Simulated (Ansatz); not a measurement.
```yaml
crystal:
  lattice:
    - [2.88947, 0.00000, 0.00000]
    - [0.00000, 5.86080, 0.00000]
    - [0.00000, 0.00000, 26.67764]
  atoms:
    - { symbol: N, position: [0.00000, 0.25000, 0.28925] }
    - { symbol: Ta, position: [0.50000, 0.01283, 0.31272] }
    - { symbol: Ta, position: [0.50000, 0.48717, 0.31272] }
    - { symbol: N, position: [0.00000, 0.75000, 0.34232] }
    - { symbol: N, position: [0.50000, 0.25000, 0.37467] }
    - { symbol: Ta, position: [0.00000, 0.99758, 0.40530] }
    - { symbol: Ta, position: [0.00000, 0.50242, 0.40530] }
    - { symbol: N, position: [0.50000, 0.75000, 0.43793] }
    - { symbol: N, position: [0.00000, 0.25000, 0.46830] }
    - { symbol: Ta, position: [0.50000, 0.00000, 0.50000] }
    - { symbol: Ta, position: [0.50000, 0.50000, 0.50000] }
    - { symbol: N, position: [0.00000, 0.75000, 0.53170] }
    - { symbol: N, position: [0.50000, 0.25000, 0.56207] }
    - { symbol: Ta, position: [0.00000, 0.00242, 0.59470] }
    - { symbol: Ta, position: [0.00000, 0.49758, 0.59470] }
    - { symbol: N, position: [0.50000, 0.75000, 0.62533] }
    - { symbol: N, position: [0.00000, 0.25000, 0.65768] }
    - { symbol: Ta, position: [0.50000, 0.98717, 0.68728] }
    - { symbol: Ta, position: [0.50000, 0.51283, 0.68728] }
    - { symbol: N, position: [0.00000, 0.75000, 0.71075] }
```

The calculation used DFT PBEsol, scalar-relativistic, plane waves, PAW in Ansatz.

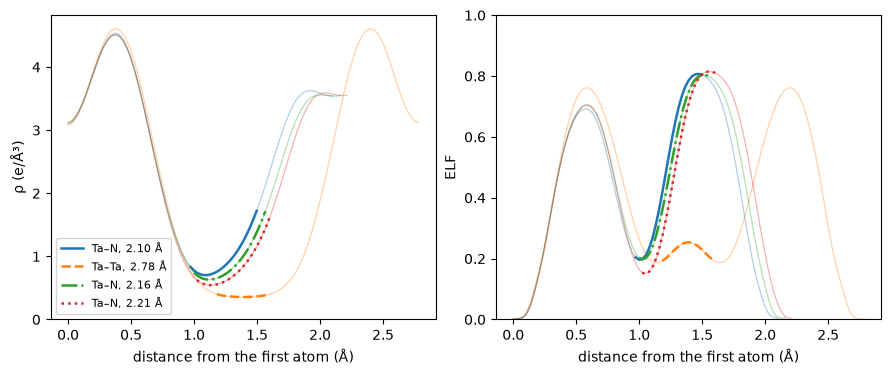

TaN (slab). Valence charge density (pseudo) and electron localisation function along straight lines between neighbouring atoms. Thin, pale parts lie inside the atomic spheres.

The density is the valence pseudo-density of a PAW calculation; it isn't the true density close to the nuclei.

Question: Compare the contacts.

Answer: Ta–N (2.10 Å): ρ at the midpoint is about 0.72 e/Å³; the ELF peaks at about 0.80 in the valence shell of N, 0.6 Å from its nucleus, and is about 0.20 at the midpoint: no localised pair shows between them.
Ta–Ta (2.78 Å): the density is about 0.36 e/Å³ at the midpoint; the ELF is about 0.25 at the midpoint; no shared electron pair shows on this line.
Ta–N (2.16 Å): the density is about 0.64 e/Å³ at the midpoint; the ELF peaks at about 0.80 in the valence shell of N, 0.6 Å from its nucleus, and is about 0.20 at the midpoint (no shared electron pair shows on this line).
Ta–N (2.21 Å): ρ is about 0.55 e/Å³ halfway; the ELF peaks at about 0.80 in the valence shell of N, 0.7 Å from its nucleus, and is about 0.15 at the midpoint: no shared electron pair shows on this line.
